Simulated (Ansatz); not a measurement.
**HfSi₂O₆: density, localisation and related maps**

Input

```
crystal:
  lattice:
    - [4.9552861056, -2.5039018922, 0.0119860309]
    - [4.9552861056, 2.5039018922, 0.0119860309]
    - [-0.1969079265, 0.0, 5.8779327054]
  atoms:
    - { symbol: Hf, position: [0.4589866766, 0.5410133234, 0.5] }
    - { symbol: Si, position: [0.0149398157, 0.4789891477, 0.8448454382] }
    - { symbol: Si, position: [0.5210108523, 0.9850601843, 0.1551545618] }
    - { symbol: O, position: [0.5715128283, 0.2075894227, 0.297508411] }
    - { symbol: O, position: [0.8474158012, 0.6922582288, 0.0693529474] }
    - { symbol: O, position: [0.7924105773, 0.4284871717, 0.702491589] }
    - { symbol: O, position: [0.3716540469, 0.8740027133, 0.317237007] }
    - { symbol: O, position: [0.3077417712, 0.1525841988, 0.9306470526] }
    - { symbol: O, position: [0.1259972867, 0.6283459531, 0.682762993] }
basis:
  ecutwfc: 420
kpoints:
  mp_grid: { grid: [6, 6, 4] }
  band_path:
    path:
      - [[0.0, 0.0, 0.0], [-0.31389309, 0.31389309, 0.0]]
      - [[-0.68610691, -0.31389309, 0.0], [-0.5, -0.5, 0.0], [0.0, 0.0, 0.0], [-0.5, -0.5, 0.5], [-0.68945141, -0.31054859, 0.5]]
      - [[-0.31054859, 0.31054859, 0.5], [0.0, 0.0, 0.5], [0.0, 0.0, 0.0]]
      - [[-0.5, 0.0, 0.5], [0.0, 0.0, 0.0], [-0.5, 0.0, 0.0]]
    npoints: 14
hamiltonian:
  xc: pbesol
scf:
  occupations: { method: gaussian, width: 0.02 }
  n_extra_bands: 22
output:
  forces: true
  stress: true
  eigenvalues: true
  populations: true
  dos: { projected: true, de: 0.02, nscf_kmesh: { grid: [9, 9, 6] } }
  bader: true
  write_density: true
  write_potential: true
  elf: true
  volumetric_format: npy
```

Launched as:

```sh
ansatz run input.yaml --threads 4 --pin off --max-ram 8192MiB --backend cpu --events-out ev --progress --plain --runs-dir out
```

Below, planes, directions and counts refer to the conventional cell (a = 9.91 Å, b = 5.01 Å, c = 5.88 Å, α = 90.00°, β = 91.78°, γ = 90.00°).

Space group C2; a structure generated by program, which may or may not match a known phase; computed pressure about −3 GPa in this cell.

These are results of DFT PBEsol, scalar-relativistic, plane waves, PAW (Ansatz), not measurements.

In a PAW calculation such maps are meaningful between the atoms, not at the nuclei.

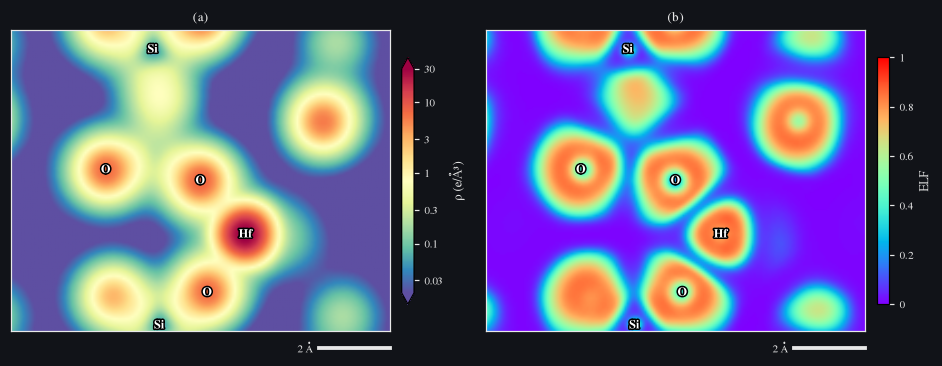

Figure 1. (a) valence charge density (pseudo); (b) ELF on the (011̄) plane of the conventional cell.

Interpret the plot.

- Atoms in the plane: Hf, Si and O.
- Atoms just off the plane (Si, 0.7 Å away and O, 0.3 Å away) can leave unmarked features too.
- Si–O (1.63 Å): ρ is about 1.2 e/Å³ halfway; the ELF peaks at about 0.85 between the atoms (a polar covalent bond).
- Hf–O (1.94 Å): ρ at the midpoint is about 1.1 e/Å³; the ELF peaks at about 0.80 in the valence shell of O, 0.6 Å from its nucleus, and drops to about 0.20 between the two atoms (no shared electron pair shows on this line).
- Between the atoms the lowest density in this plane is 0.003 e/Å³.
- The ELF also peaks beside O, away from the bonds: lone-pair regions.
- The features right at Hf lie inside the PAW spheres, where the map follows smoothed inner orbitals and isn't to be read closely.

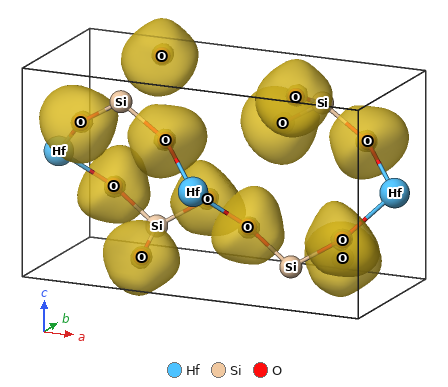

Figure 2. Isosurface of the ELF at 0.6 (yellow), seen slightly off an axis. Core shells and regions of very low density are left out. Sticks mark near contacts.

What do the ELF domains correspond to?

At this value the surface marks out twelve regions on O in which the atom's valence shell and bonds are merged, counted in one cell of 18 atoms. Any copies at cell faces, edges or corners count once.

How much charge does the calculation move between the atoms?

Electrons move from Hf and Si towards O. Bader charges: Hf +2.60, Si +3.27 and O −1.65 to −1.46 e.

Metal or insulator at this level of theory?

It is gapped, with a Kohn–Sham gap of 4.9 eV on the k-point mesh (the band edges may lie off the mesh, which would make the gap smaller).
